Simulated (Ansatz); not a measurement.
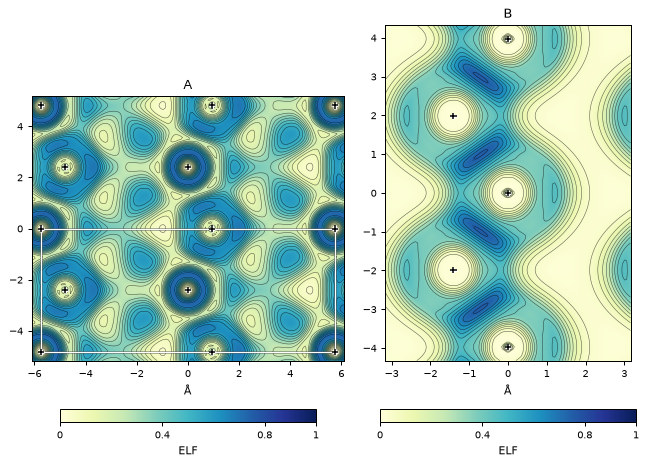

The ELF of 2 systems, each on a plane through atoms (crosses mark nuclei in the plane).

Level of theory: Ansatz 0.2.0, DFT LDA, scalar-relativistic, plane waves, PAW.

System 1: TaAs, the (110) plane of the conventional cell. Space group I4₁md; a structure from a database of computed crystals, not necessarily the ambient phase.

```
Ta As
1.0
     3.40525    0.00000    0.00000
     0.00000    3.40525    0.00000
     0.00000    0.00000   11.50913
Ta As
4 4
Cartesian
  1.7026 0.0000 2.8808
  0.0000 1.7026 8.6354
  1.7026 1.7026 0.0036
  0.0000 0.0000 5.7581
  0.0000 1.7026 3.8244
  1.7026 0.0000 9.5789
  0.0000 0.0000 0.9471
  1.7026 1.7026 6.7016
```

System 2: Ge, the (110) plane of the conventional cell. Space group Fd-3m.

> Which map belongs to which system?

Panel A is system 1, TaAs: the plane holds Ta and As. Ta–As (2.59 Å): the ELF is about 0.40 at the midpoint. Panel B is system 2, Ge: the plane holds Ge. Ge–Ge (2.43 Å): the ELF peaks at about 0.75 between the atoms.
